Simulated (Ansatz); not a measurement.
## Geometry relaxation of Ti₁₆H₂N (part 2 of 4)

The same run, continued: Ti₁₆H₂N (slab, 19 atoms in the cell); DFT PBE+D3(BJ), scalar-relativistic, plane waves, PAW, spin-polarised (Ansatz 0.2.0); cutoff 420 eV, 4×4×1 k-mesh, Gaussian smearing of 0.1 eV, collinear spins. The structure derives from an entry of the Crystallography Open Database. The input holds or restrains some coordinates. Forces given for the steps count only the free coordinates. It belongs to a series of runs on one base structure; here: 1 NH2 a cell, anchor, over a hollow Ti-Ti-Ti site.

Geometry of the input (Å; fractional positions):
```
5.7729  0.0000  0.0000
-2.8865  4.9995  0.0000
0.0000  0.0000  25.4750
Ti 0.3333  0.1667  0.3140
Ti 0.3333  0.6667  0.3140
Ti 0.8333  0.1667  0.3140
Ti 0.8333  0.6667  0.3140
Ti 0.1667  0.3333  0.4038
Ti 0.1667  0.8333  0.4038
Ti 0.6667  0.3333  0.4038
Ti 0.6667  0.8333  0.4038
Ti 0.3333  0.1667  0.4969
Ti 0.3333  0.6667  0.4969
Ti 0.8333  0.1667  0.4969
Ti 0.8333  0.6667  0.4969
Ti 0.1667  0.3333  0.5823
Ti 0.1667  0.8333  0.5823
Ti 0.6667  0.3333  0.5823
Ti 0.6667  0.8333  0.5823
N  0.0000  0.0000  0.6514
H  0.0798  0.1629  0.6755
H  -0.0798  -0.1629  0.6755
```

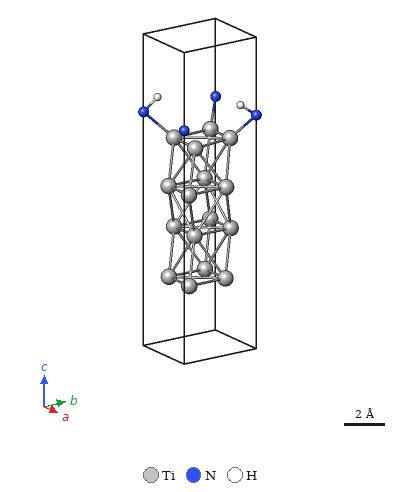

Fig. 1: The geometry at step 5 of the log (ball-and-stick view of the cell of the calculation, with the vacuum cut short, seen slightly off an axis).

### Log, continued
```
relax step   1: F+E_penalty+E_count = -40412.86171464 eV  Δ(F+E_penalty+E_count) = +0.000e0 eV  max|allowed force component| = 2.125e0 eV/Å  Δτ_max = 0.0000 Å  (15 SCF iters, dr2 threshold 4.00e-5 eV, accepted)
Initial density: handed on by an earlier stage of this run
Starting moments: Σ|m| = 1 μB on 1 of 19 sites; this step starts from the density that it was given
Initial wavefunctions: those handed on with the density
SCF iter   1: F=—  HF=-40413.419647 eV  |F-HF|=—  |Δ(HF+E_count)|=         —  Δρ=7.59e-3 (↑6.44e-3 ↓7.59e-3)  dr2=6.59e0  dr2_m=4.82e-2  M=-0.010 μB ∫|m|=0.072 μB  β_m=0.30  ethr=3.10e-3  p=0.191 e·Å  D=4.69e-2 V/Å  ΔV_dip=-1.20 eV  dr2_dipole=1.13e0  V_vac-E_F(+/−)=3.36/4.55 eV  ⟨swp⟩=3.9  Hψ=5396  notcnv=0  defer=2
efield: sawtooth ramp at fractional position 0.9748 (handed on by an earlier solve), width 0.0400; the density the first Hamiltonian is built on has a dipole p = 0.191 e·Å; the dipole correction subtracts the counter field D = 4.69e-2 V/Å, which shifts the + side's vacuum level by -1.20 eV against the − side's; the planar-averaged density in the ramp window peaks in size at 3.0e-6 e/Å³
preconditioner: auto → LDOS  [metal: Δε(μ)=0.022 eV  Ē_g=2.599 eV  σ=0.100 eV  W_gap=0.12  n_scr=124 (ndim 8)  ℏωp=11.4 eV  f_vac=0.549  D(μ)=29.73/eV (n_scr^D=266)]
spin=Collinear: LDOS preconditioning applied to the charge; magnetization (m = ρ↑ − ρ↓) channel mixes plain (no charge-response kernel on spin).
SCF iter   2: F=—  HF=-40413.303251 eV  |F-HF|=—  |Δ(HF+E_count)|=   1.16e-1  Δρ=5.02e-3 (↑4.46e-3 ↓5.02e-3)  dr2=3.33e0  dr2_m=2.66e-2  M=-0.012 μB ∫|m|=0.060 μB  β_m=0.52  ethr=3.10e-3  p=0.198 e·Å  D=4.88e-2 V/Å  ΔV_dip=-1.24 eV  dr2_dipole=7.04e-1  V_vac-E_F(+/−)=3.31/4.55 eV  ⟨swp⟩=1.5  Hψ=2770  notcnv=0  defer=4
density mixer auto → msr1: a metal under ldos (density of states about μ 3.34 of a free-electron gas's, 124 screened modes)
SCF iter   3: F=—  HF=-40413.234563 eV  |F-HF|=—  |Δ(HF+E_count)|=   6.87e-2  Δρ=9.94e-4 (↑9.94e-4 ↓9.61e-4)  dr2=7.67e-2  dr2_m=1.18e-3  M=-0.016 μB ∫|m|=0.034 μB  β_m=0.52  ethr=1.67e-3  p=0.194 e·Å  D=4.78e-2 V/Å  ΔV_dip=-1.22 eV  dr2_dipole=1.86e-2  V_vac-E_F(+/−)=3.32/4.53 eV  ⟨swp⟩=1.8  Hψ=2794  notcnv=0  defer=79
SCF iter   4: F=—  HF=-40413.237704 eV  |F-HF|=—  |Δ(HF+E_count)|=   3.14e-3  Δρ=3.76e-4 (↑3.76e-4 ↓3.09e-4)  dr2=1.08e-2  dr2_m=1.26e-4  M=-0.016 μB ∫|m|=0.026 μB  β_m=0.57  ethr=3.86e-5  p=0.194 e·Å  D=4.78e-2 V/Å  ΔV_dip=-1.22 eV  dr2_dipole=3.89e-3  V_vac-E_F(+/−)=3.32/4.53 eV  ⟨swp⟩=2.5  Hψ=3034  notcnv=0  defer=104
SCF iter   5: F=—  HF=-40413.238634 eV  |F-HF|=—  |Δ(HF+E_count)|=   9.31e-4  Δρ=1.14e-4 (↑1.06e-4 ↓1.14e-4)  dr2=8.85e-4  dr2_m=4.38e-6  M=-0.015 μB ∫|m|=0.022 μB  β_m=0.65  ethr=5.42e-6  p=0.191 e·Å  D=4.69e-2 V/Å  ΔV_dip=-1.20 eV  dr2_dipole=2.87e-4  V_vac-E_F(+/−)=3.34/4.53 eV  ⟨swp⟩=2.0  Hψ=3179  notcnv=0  defer=104
SCF iter   6: F=—  HF=-40413.238784 eV  |F-HF|=—  |Δ(HF+E_count)|=   1.49e-4  Δρ=4.55e-5 (↑4.55e-5 ↓4.26e-5)  dr2=5.81e-5  dr2_m=1.77e-6  M=-0.015 μB ∫|m|=0.020 μB  β_m=0.68  ethr=4.45e-7  p=0.190 e·Å  D=4.67e-2 V/Å  ΔV_dip=-1.19 eV  dr2_dipole=6.68e-7  V_vac-E_F(+/−)=3.34/4.53 eV  ⟨swp⟩=2.0  Hψ=3064  notcnv=0  defer=104
iter 7 did not close the SCF: its close was put off for a magnetic moment that had not settled (scf_convergence_deferred on its scf_iter line)
SCF iter   7: F=-40413.238804 eV  HF=-40413.238807 eV  |F-HF|=2.83e-6  |Δ(HF+E_count)|=   2.29e-5  Δρ=1.58e-5 (↑1.58e-5 ↓1.57e-5)  dr2=1.08e-5  dr2_m=3.28e-7  M=-0.014 μB ∫|m|=0.018 μB  β_m=0.69  ethr=2.92e-8  p=0.190 e·Å  D=4.67e-2 V/Å  ΔV_dip=-1.19 eV  dr2_dipole=1.99e-7  V_vac-E_F(+/−)=3.34/4.53 eV  ⟨swp⟩=28.8  Hψ=25156  notcnv=0
SCF iter   8: F=-40413.238811 eV  HF=-40413.238812 eV  |F-HF|=9.18e-7  |Δ(HF+E_count)|=   4.79e-6  Δρ=7.47e-6 (↑7.47e-6 ↓5.84e-6)  dr2=1.91e-6  dr2_m=9.62e-8  M=-0.014 μB ∫|m|=0.017 μB  ethr=5.45e-9  p=0.190 e·Å  D=4.67e-2 V/Å  ΔV_dip=-1.19 eV  dr2_dipole=2.29e-7  V_vac-E_F(+/−)=3.34/4.53 eV  ⟨swp⟩=12.4  Hψ=18336  notcnv=0
the starting moments were not kept: the SCF closed with an absolute magnetisation of 1.7e-2 μB, where they sum to 1 μB in size (1 site). That is at most 0.1 of that sum. Measured as dr2_m measures the in/out step, that magnetisation stands 9.1e-6 eV from none, at or under the dr2_threshold of 1.0e-4 eV: it is no larger than a step whose dr2_m would equal this threshold.
SCF 2 converged in 8 iterations: F = -40413.238811 eV  dr2 = 1.91e-6
relax step   2: F+E_penalty+E_count = -40413.23881073 eV  Δ(F+E_penalty+E_count) = -3.771e-1 eV  max|allowed force component| = 1.023e0 eV/Å  Δτ_max = 0.1940 Å  (8 SCF iters, dr2 threshold 1.00e-4 eV, accepted)
[... from here on the SCF iterations and repeated set-up lines of each step are left out, up to the last step ...]
SCF 3 converged in 7 iterations: F = -40413.303167 eV  dr2 = 2.14e-6
relax step   3: F+E_penalty+E_count = -40413.30316671 eV  Δ(F+E_penalty+E_count) = -6.436e-2 eV  max|allowed force component| = 2.262e-1 eV/Å  Δτ_max = 0.1440 Å  (7 SCF iters, dr2 threshold 6.54e-5 eV, accepted)
SCF 4 converged in 9 iterations: F = -40413.306042 eV  dr2 = 2.42e-9
relax step   4: F+E_penalty+E_count = -40413.30604211 eV  Δ(F+E_penalty+E_count) = -2.875e-3 eV  max|allowed force component| = 1.373e-1 eV/Å  Δτ_max = 0.0165 Å  (9 SCF iters, dr2 threshold 3.20e-6 eV, accepted)
SCF 5 converged in 16 iterations: F = -40413.307981 eV  dr2 = 8.14e-11
relax step   5: F+E_penalty+E_count = -40413.30798095 eV  Δ(F+E_penalty+E_count) = -1.939e-3 eV  max|allowed force component| = 1.272e-1 eV/Å  Δτ_max = 0.0301 Å  (16 SCF iters, accepted)
SCF 6 converged in 5 iterations: F = -40413.309485 eV  dr2 = 1.76e-6
relax step   6: F+E_penalty+E_count = -40413.30948474 eV  Δ(F+E_penalty+E_count) = -1.504e-3 eV  max|allowed force component| = 9.329e-2 eV/Å  Δτ_max = 0.0338 Å  (5 SCF iters, dr2 threshold 5.96e-6 eV, accepted)
SCF 7 converged in 6 iterations: F = -40413.311480 eV  dr2 = 2.53e-7
relax step   7: F+E_penalty+E_count = -40413.31148040 eV  Δ(F+E_penalty+E_count) = -1.996e-3 eV  max|allowed force component| = 7.728e-2 eV/Å  Δτ_max = 0.0773 Å  (6 SCF iters, dr2 threshold 4.68e-6 eV, accepted)
SCF 8 converged in 6 iterations: F = -40413.311900 eV  dr2 = 3.77e-8
relax step   8: F+E_penalty+E_count = -40413.31190018 eV  Δ(F+E_penalty+E_count) = -4.198e-4 eV  max|allowed force component| = 7.852e-3 eV/Å  Δτ_max = 0.0176 Å  (6 SCF iters, dr2 threshold 3.21e-6 eV, accepted)
iter 1 solved again at ethr=1.87e-11 eV; its pass at ethr=3.10e-3 eV (dr2=3.72e-8 eV) is discarded
SCF iter   1: F=—  HF=-40413.311900 eV  |F-HF|=—  |Δ(HF+E_count)|=         —  Δρ=8.22e-7 (↑8.22e-7 ↓7.75e-7)  dr2=3.68e-8  dr2_m=1.73e-9  M=-0.001 μB ∫|m|=0.001 μB  β_m=1.00  ethr=1.87e-11  p=0.195 e·Å  D=4.80e-2 V/Å  ΔV_dip=-1.22 eV  dr2_dipole=1.29e-8  V_vac-E_F(+/−)=3.31/4.53 eV  ⟨swp⟩=1.0  Hψ=5680  notcnv=0
efield: sawtooth ramp at fractional position 0.9748 (handed on by an earlier solve), width 0.0400; the density the first Hamiltonian is built on has a dipole p = 0.195 e·Å; the dipole correction subtracts the counter field D = 4.80e-2 V/Å, which shifts the + side's vacuum level by -1.22 eV against the − side's; the planar-averaged density in the ramp window peaks in size at 2.8e-6 e/Å³
preconditioner: auto → LDOS  [metal: Δε(μ)=0.015 eV  Ē_g=2.667 eV  σ=0.100 eV  W_gap=0.09  n_scr=80 (ndim 8)  ℏωp=11.4 eV  f_vac=0.550  D(μ)=25.95/eV (n_scr^D=206)]
spin=Collinear: LDOS preconditioning applied to the charge; magnetization (m = ρ↑ − ρ↓) channel mixes plain (no charge-response kernel on spin).
SCF iter   2: F=-40413.311900 eV  HF=-40413.311900 eV  |F-HF|=4.45e-9  |Δ(HF+E_count)|=   1.33e-8  Δρ=4.65e-7 (↑4.65e-7 ↓4.42e-7)  dr2=2.09e-8  dr2_m=8.70e-11  M=-0.001 μB ∫|m|=0.001 μB  ethr=1.85e-11  p=0.195 e·Å  D=4.80e-2 V/Å  ΔV_dip=-1.22 eV  dr2_dipole=7.74e-9  V_vac-E_F(+/−)=3.31/4.53 eV  ⟨swp⟩=8.3  Hψ=12780  notcnv=0
the starting moments were not kept: the SCF closed with an absolute magnetisation of 7.8e-4 μB, where they sum to 1 μB in size (1 site). That is at most 0.1 of that sum. Measured as dr2_m measures the in/out step, that magnetisation stands 1.9e-8 eV from none, at or under the dr2_threshold of 1.0e-7 eV: it is no larger than a step whose dr2_m would equal this threshold.
SCF 9 converged in 2 iterations: F = -40413.311900 eV  dr2 = 2.09e-8
relax step   9: F+E_penalty+E_count = -40413.31190020 eV  Δ(F+E_penalty+E_count) = -1.855e-8 eV  max|allowed force component| = 7.855e-3 eV/Å  Δτ_max = 0.0000 Å  (2 SCF iters, accepted)
SCF converged after 2 iterations
Stability not checked: this state was not tested for a lower state beside it, because the mixer in use, unlike msr1, does not test its closes by its own steps (another_mixer; see scf.mixing.algorithm and scf.lower_state_search)
Magnetization: -0.0006 μB (99.4997 up, 99.5003 down)
Absolute magnetization: 0.0008 μB (∫|ρ↑−ρ↓|, with the PAW one-centre terms)
Spin contamination: 0.0000 ħ² per cell (⟨S²⟩ above its minimum at these occupations)
Per-site moments (μB) at R_I (Å): [(-7.18669323467601e-5, 1.1672936592969128), (-9.415214073988447e-5, 1.167293659296913), (-7.344485829075895e-5, 1.1672936592969128), (-4.788889610663657e-5, 1.167293659296913), (1.3251620728072045e-5, 1.1672936592969128), (6.301768917832976e-6, 1.167293659296913), (1.868254906123522e-5, 1.1672936592969128), (6.2810017222552625e-6, 1.167293659296913), (-1.718970379084296e-6, 1.115198937143247), (-1.3037783424204217e-6, 1.1375674773428868), (-2.1843450797677114e-6, 1.1150197820096752), (-3.0889877254252536e-6, 1.1047371781253186), (2.2707417764665038e-7, 0.8855008650569955), (-3.0265698671597525e-5, 0.9142558958128377), (-6.446623599835072e-5, 1.1047371781253186), (-2.844818283151966e-5, 0.9140638031605838), (-5.16070395391773e-7, 0.42504951463726537), (-3.4860280253119457e-7, 0.42504951463726537), (-1.4138186135213261e-8, 0.4307515889636093)]
Free energy (F): -40413.311900 eV
Harris-Foulkes:  -40413.311900 eV  (|F-HF|=4.45e-9)
Internal energy: -40413.182133 eV  (E = F + TS)
E sigma→0 (E₀):  -40413.247017 eV
Entropy (-TS):   -0.129767 eV (-6.830 meV/atom)
Fermi energy:    2.918629 eV
Dipole field:    D = 0.047940 V/Å  (p = 0.194794 e·Å, saw-weighted, corrected)
Work function:   Φ+ = 3.3077 eV   Φ− = 4.5290 eV
Levels:          The Fermi level and band energies are counted from a zero that moves with the ramp; work functions are not
--- Per-component energies (eV) ---
  E_band       = -4566.057085
  E_kinetic    = 4525.282631
  E_local      = -223771.612134  (includes V_loc(G=0)·N_el)
  E_nonlocal   = 184.974400
  E_hartree    = 109647.094939
  E_xc         = -1634.697450
  E_vxc        = -2046.702995  (∫ρ·V_xc dr)
  E_paw        = -16894.098721  (= ΣΔE_a)
  E_vpaw       = -2761.580440  (= ΣTr[D̂ρ^β])
  E_aug_tail   = -0.000571  (compensation charges beyond the density's cutoff)
  E_efield     = 0.004669  (sawtooth field / dipole correction)
  E_vefield    = 9.352972  (∫n·V_field dr)
  E_ewald      = 87537.678611
  E_disp       = -7.808507  (pairwise vdW)
  E_smearing   = -0.129767  (= −TS)
  E_closure    = 0.000000  (closes the sum)
  Σ components = -40413.311900   (vs F -40413.311900, Δ=0.00e0)
--- Forces (eV/Å), atoms counted from 1 ---
  atom   1  Ti     0.01023130    -0.00307661     0.50668965
  atom   2  Ti     0.00013261     0.01806529     0.46416129
  atom   3  Ti    -0.01004500    -0.00308474     0.50663195
  atom   4  Ti     0.00011506     0.00055260     0.51245279
  atom   5  Ti     0.00021871    -0.08220813    -0.54568020
  atom   6  Ti    -0.02533763    -0.00452822    -0.48321634
  atom   7  Ti     0.00046402     0.08458417    -0.47598773
  atom   8  Ti     0.02555057    -0.00485515    -0.48327386
  atom   9  Ti    -0.00028369     0.00164109     0.00017931
  atom  10  Ti     0.00050505    -0.00090403    -0.00232241
  atom  11  Ti     0.00041510     0.00141614     0.00018364
  atom  12  Ti     0.00044087    -0.00082162     0.00098037
  atom  13  Ti    -0.00045179     0.00033725    -0.00275937
  atom  14  Ti     0.00097328    -0.00028145     0.00355897
  atom  15  Ti    -0.00076392    -0.00173207     0.00108641
  atom  16  Ti    -0.00163857    -0.00028713     0.00409646
  atom  17  N     -0.00025371     0.00665479    -0.00759639
  atom  18  H      0.00037002    -0.00360148    -0.00168083
  atom  19  H     -0.00062567    -0.00785549     0.00260107
  max |Σ_I F_I| component: 1.05e-4 eV/Å
--- Band table (eV; the first three rows and the last of 20) ---
  k-point 0 ↑: bands = ["-53.9317", "-53.8899", "-53.8369", "-53.8362", "-53.8355", "-53.8052", "-53.7768", "-53.7474", "-53.7109", "-53.6223", "-53.6208", "-53.6202", "-53.6098", "-53.5512", "-53.5474", "-53.5204", "-30.4666", "-30.4304", "-30.4270", "-30.4246", "-30.4191", "-30.3998", "-30.3921", "-30.3655", "-30.3617", "-30.3460", "-30.3454", "-30.3053", "-30.2876", "-30.2770", "-30.1091", "-30.1054", "-30.1034", "-30.0563", "-30.0366", "-30.0160", "-29.9839", "-29.9837", "-29.9783", "-29.9769", "-29.9490", "-29.9420", "-29.9295", "-29.8614", "-29.8607", "-29.8523", "-29.8474", "-29.8473", "-29.8104", "-29.8093", "-29.7873", "-29.7854", "-29.7788", "-29.7654", "-29.7552", "-29.7485", "-29.7007", "-29.6834", "-29.6763", "-29.6732", "-29.6578", "-29.6576", "-29.5723", "-29.5666", "-14.8891", "-6.1869", "-3.9433", "-2.8303", "-1.7529", "-1.4668", "-0.5787", "0.0687", "0.3491", "0.3503", "0.3514", "0.5008", "0.5078", "0.5370", "0.7093", "0.7245", "0.7445", "0.8972", "1.0056", "1.0335", "1.4162", "1.4195", "1.6371", "1.8007", "1.8223", "1.9824", "2.1861", "2.2047", "2.2432", "2.6457", "2.8408", "2.9647", "3.0249", "3.1520", "3.3505", "3.3841", "3.4020", "3.4257", "3.6216", "3.6470", "3.6653", "3.6689", "3.6913", "3.7144", "3.7231", "3.7439", "3.7846", "3.8401", "4.0154", "4.0276", "4.0305", "4.0685", "4.0730", "4.0884", "4.1976", "4.2018"]
  k-point 1 ↑: bands = ["-53.9179", "-53.8768", "-53.8503", "-53.8369", "-53.8356", "-53.8135", "-53.7769", "-53.7519", "-53.6984", "-53.6349", "-53.6214", "-53.6208", "-53.6009", "-53.5540", "-53.5512", "-53.5223", "-30.4295", "-30.3898", "-30.3846", "-30.3803", "-30.3612", "-30.3608", "-30.3465", "-30.3355", "-30.3273", "-30.3166", "-30.3095", "-30.2850", "-30.2703", "-30.2603", "-30.1073", "-30.0992", "-30.0882", "-30.0528", "-30.0388", "-30.0316", "-30.0154", "-30.0092", "-29.9985", "-29.9806", "-29.9649", "-29.9620", "-29.9246", "-29.9239", "-29.8765", "-29.8673", "-29.8602", "-29.8566", "-29.8455", "-29.8332", "-29.8254", "-29.8203", "-29.7667", "-29.7510", "-29.7458", "-29.7436", "-29.7324", "-29.7149", "-29.7114", "-29.6816", "-29.6788", "-29.6647", "-29.6367", "-29.5863", "-14.8855", "-6.2093", "-3.8564", "-2.4120", "-1.4411", "-1.3571", "-0.1976", "-0.0590", "0.3342", "0.4469", "0.5217", "0.5327", "0.7158", "0.7389", "0.7960", "0.9484", "0.9742", "1.1433", "1.2700", "1.2848", "1.5798", "1.5833", "1.7337", "1.9115", "1.9769", "2.0378", "2.1541", "2.2523", "2.2885", "2.4951", "2.7257", "2.9360", "2.9480", "2.9640", "3.0458", "3.1080", "3.1177", "3.1965", "3.2981", "3.3533", "3.4336", "3.4883", "3.5851", "3.6367", "3.6721", "3.7273", "3.7652", "3.8153", "3.8305", "3.8461", "3.8752", "3.8917", "3.9180", "3.9776", "4.0418", "4.0481"]
```
